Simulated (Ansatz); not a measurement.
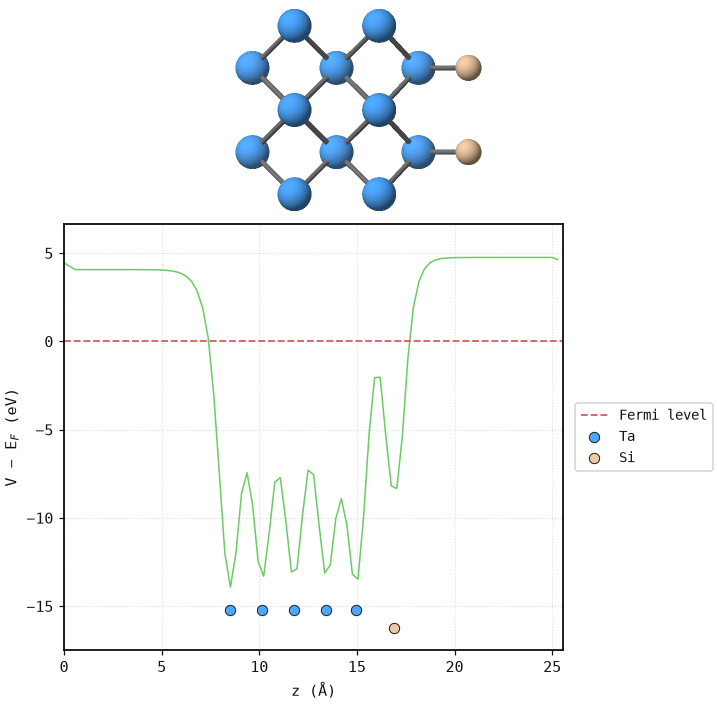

Plane-averaged electrostatic potential energy of an electron across the slab; circles at the bottom mark the heights of the atoms (positions after relaxation). The structure is drawn too. System: a (100) slab cut from Ta (Im-3m), of composition Ta5Si (not the bulk's), ended by Ta planes, 6 atoms in the cell. Computed with Ansatz 0.2.0: DFT PBEsol, scalar-relativistic, plane waves, PAW, no spin polarisation, 9×9×1 k mesh.

The work function is 4.75 eV at the right face and 4.06 eV at the left. The vacuum level is 0.69 eV higher at the right than at the left, so the slab carries a dipole along its normal; the ramp in the vacuum, at or near the edge of the plot, is the dipole correction that keeps each side flat. Some atoms were held fixed in the relaxation, which can itself make the faces differ. The outermost atoms are 8.4 Å apart, which leaves 17.1 Å of vacuum in a cell 25.6 Å high.

Spin-orbit coupling is left out, which matters for Ta.
